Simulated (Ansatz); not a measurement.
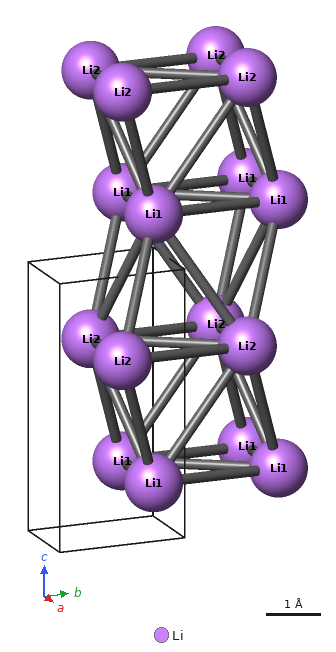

This is solid Li (set up in P6_3/mmc). The picture is a ball-and-stick view of the cell of the calculation, repeated 2 × 2 × 2 with one cell outlined, seen slightly off an axis.

Computed with DFT, PBEsol, PAW with Ansatz's default frozen-core files, scalar-relativistic (Ansatz). Set-up: plane-wave cutoff 420 eV; k-point mesh 15 × 15 × 8; occupations fermi dirac; smearing width 0.08 eV; no spin polarisation.

Change: The cell is strained by −2.0 % along c and none across it (volume −2.0 %), the atoms keeping their fractional coordinates. No relaxation follows.

Question: What is the effect?

Answer: Near-neighbour distances before and after: Li–Li 3.114 → 3.075 to 3.111 Å. The space group stays P6_3/mmc (No. 194). The energy falls by 1.2 meV per atom. Pressure: −0.7 GPa before, −0.4 GPa after. The principal stresses (compression positive) are −0.2 GPa along c and −0.6 GPa across it. All forces vanish by symmetry.

The changed structure in the same view:

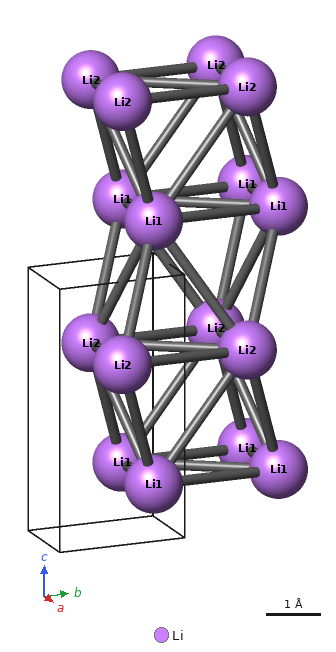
